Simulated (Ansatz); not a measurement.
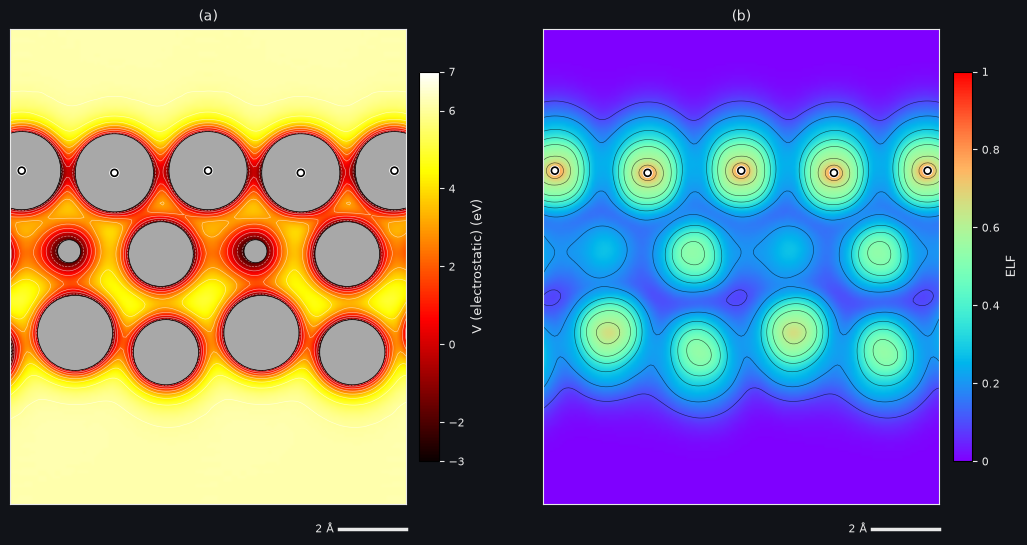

Figure 1: Au (slab). (a) electrostatic potential (local pseudopotential plus Hartree) felt by an electron; (b) electron localisation function on the (100) plane of the calculation cell, a cut from vacuum to vacuum. Circles mark the nuclei in the plane (Au). Grey discs cover the atomic cores in the potential map.

Not relaxed (largest force 0.6 eV/Å).

These are results of DFT PBE, scalar-relativistic, plane waves, PAW in Ansatz 0.2.0, not measurements.

Input file:

```
crystal:
  lattice:
    - [5.2430304496, 0.0, 0.0]
    - [0.0, 5.5744824363, 0.0]
    - [0.0, 0.0, 28.9001409473]
  atoms:
    - { symbol: Au, position: [0.4230022223, 0.6769049798, 0.5527129337] }
    - { symbol: Au, position: [0.9207403141, 0.8678834135, 0.5785877532] }
    - { symbol: Au, position: [0.3622518765, 0.1892797141, 0.5727250059] }
    - { symbol: Au, position: [0.8973216118, 0.4099341135, 0.5410062925] }
    - { symbol: Au, position: [0.1752176443, 0.6501676518, 0.6543070529] }
    - { symbol: Au, position: [0.5918157317, 0.9741261038, 0.6544421288] }
    - { symbol: Au, position: [0.087210813, 0.1573754199, 0.6572208699] }
    - { symbol: Au, position: [0.6732643375, 0.4740218528, 0.6337411109] }
    - { symbol: Au, position: [0.7936832057, 0.650531433, 0.7305871788] }
    - { symbol: Au, position: [0.3001506781, 0.9029642444, 0.7406620688] }
    - { symbol: Au, position: [0.7983851728, 0.1528405137, 0.7421306383] }
    - { symbol: Au, position: [0.3051365192, 0.4004909196, 0.7383862915] }
basis:
  ecutwfc: 420
kpoints:
  mp_grid: { grid: [7, 6, 1] }
hamiltonian:
  xc: pbe
scf:
  occupations: { method: gaussian, width: 0.1 }
output:
  forces: true
  stress: true
  eigenvalues: true
  write_density: true
  write_potential: true
  elf: true
  volumetric_format: npy
efield:
  axis: 3
  dipole_correction: true
  ramp_width: 0.04
```

Launched as:

```sh
ansatz run input.yaml --threads 8 --pin off --max-ram 20480MiB --backend cpu --events-out ev --progress --plain --runs-dir out
```

> What do the fields say about this system?

- The plane passes through Au nuclei.
- Atoms just off the plane (Au, 0.3 Å away) can leave unmarked features too.
- Au–Au (2.80 Å): the ELF is about 0.25 at the midpoint: no localised pair shows between them.
- Au–Au (2.80 Å): the ELF is about 0.25 at the midpoint (no shared electron pair shows on this line).
- The features right at Au lie inside the PAW spheres, where the map follows smoothed inner orbitals and isn't to be read closely.
- Outside the cores the potential energy rises away from the atoms and is highest in the vacuum; its zero is arbitrary.

> Does the calculation make it a metal, or give it a gap?

It is gapless in this calculation (a metal or semimetal).
